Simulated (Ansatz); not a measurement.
Take the following structure.

```yaml
crystal:
  lattice:
    - [5.03839, -0.00045, 0.00199]
    - [-0.00060, 5.04274, 0.00005]
    - [-0.00082, 0.00042, 2.82143]
  atoms:
    - { symbol: Ge, position: [0.49843, 0.00001, 0.24921] }
    - { symbol: Ge, position: [0.49845, 0.50002, 0.00077] }
    - { symbol: Ge, position: [0.99845, 0.00002, 0.50077] }
    - { symbol: Ge, position: [0.99843, 0.50001, 0.74921] }
```

> What does this file describe?

The element is germanium. Within 0.01 Å the space group is I4_1/amd (No. 141), body-centred tetragonal: β-tin type. The cell holds four atoms. The neighbours of Ge are six Ge at 2.62 to 2.82 Å. The bonds build a three-dimensional framework.

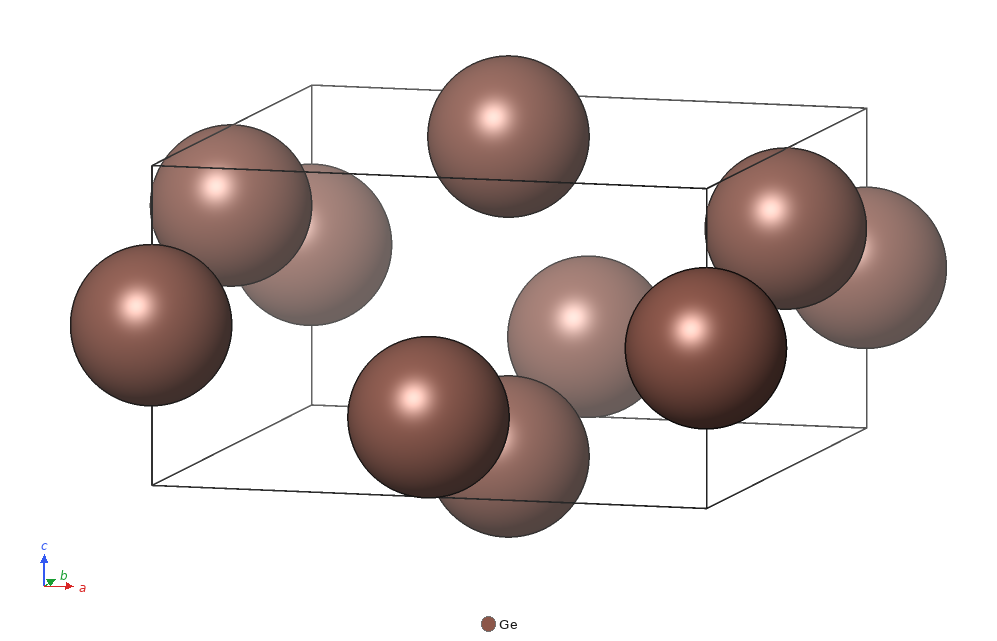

Spheres-only representation of a periodic structure, projected slightly off an axis. One drawn cell (a repeat of the simulation cell) is outlined, and atoms on its boundary appear in each equivalent place.

The starting point was a structure listed in the Materials Project. Atoms and cell were optimised with Ansatz, DFT LDA, scalar-relativistic, plane waves, PAW.
